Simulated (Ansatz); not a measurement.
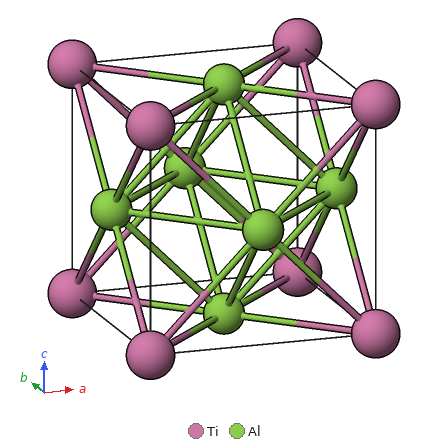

System: TiAl₃, space group Pm-3m (No. 221). The picture shows the cell.

The given structure:
```xyz
4
Lattice="3.9824 0.0000 0.0000 0.0000 3.9824 0.0000 0.0000 0.0000 3.9824" Properties=species:S:1:pos:R:3 pbc="T T T"
Ti    0.0000    0.0000    0.0000
Al    1.9912    1.9912    0.0000
Al    1.9912    0.0000    1.9912
Al    0.0000    1.9912    1.9912
```

Method: harmonic phonon frequencies at the irreducible points of a q mesh with atoms at rest in the given cell, q in fractions of the reciprocal cell vectors, no long-range term at q = 0, imaginary frequencies are negative, the first points where there are many; plane waves with PAW datasets (Ansatz 0.2.0). Level: PBE, no spin polarisation.

- wave cutoff: 420 eV
- k mesh: 12×12×12
- occupations: Fermi–Dirac
- smearing width: 0.15 eV
- pressure: 0 GPa
- phonon method: linear response
- q mesh: 2×2×2

What does the calculation give for the phonon frequencies at several wave vectors (in fractions of the reciprocal vectors of the given cell)?

No frequency is imaginary, so the structure is stable to these displacements at the wave vectors computed. The highest mode among the wave vectors computed lies at 347.8 cm⁻¹, at (−0.5 −0.5 −0.5).

```
              at  frequency (cm⁻¹)
         (0 0 0)               0.0
         (0 0 0)               0.0
         (0 0 0)               0.0
         (0 0 0)             252.0
         (0 0 0)             252.0
         (0 0 0)             252.0
         (0 0 0)             270.8
         (0 0 0)             270.8
         (0 0 0)             270.8
         (0 0 0)             340.6
         (0 0 0)             340.6
         (0 0 0)             340.6
      (0 0 -0.5)             173.7
      (0 0 -0.5)             173.7
      (0 0 -0.5)             182.5
      (0 0 -0.5)             192.5
      (0 0 -0.5)             192.5
      (0 0 -0.5)             256.8
      (0 0 -0.5)             279.5
      (0 0 -0.5)             287.9
      (0 0 -0.5)             293.5
      (0 0 -0.5)             293.5
      (0 0 -0.5)             306.4
      (0 0 -0.5)             306.4
   (0 -0.5 -0.5)             162.7
   (0 -0.5 -0.5)             162.7
   (0 -0.5 -0.5)             188.5
   (0 -0.5 -0.5)             208.8
   (0 -0.5 -0.5)             214.8
   (0 -0.5 -0.5)             256.1
   (0 -0.5 -0.5)             260.6
   (0 -0.5 -0.5)             260.6
   (0 -0.5 -0.5)             286.6
   (0 -0.5 -0.5)             308.2
   (0 -0.5 -0.5)             308.2
   (0 -0.5 -0.5)             339.3
(-0.5 -0.5 -0.5)             177.8
(-0.5 -0.5 -0.5)             177.8
(-0.5 -0.5 -0.5)             190.6
(-0.5 -0.5 -0.5)             190.6
(-0.5 -0.5 -0.5)             190.6
(-0.5 -0.5 -0.5)             224.6
(-0.5 -0.5 -0.5)             224.6
(-0.5 -0.5 -0.5)             224.6
(-0.5 -0.5 -0.5)             330.1
(-0.5 -0.5 -0.5)             347.8
(-0.5 -0.5 -0.5)             347.8
(-0.5 -0.5 -0.5)             347.8
```

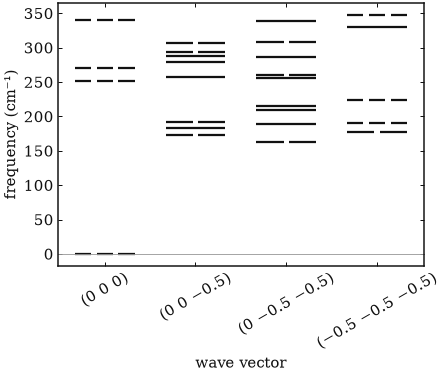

Imaginary frequencies are drawn as negative.

Note: metal sensitive to the k mesh.
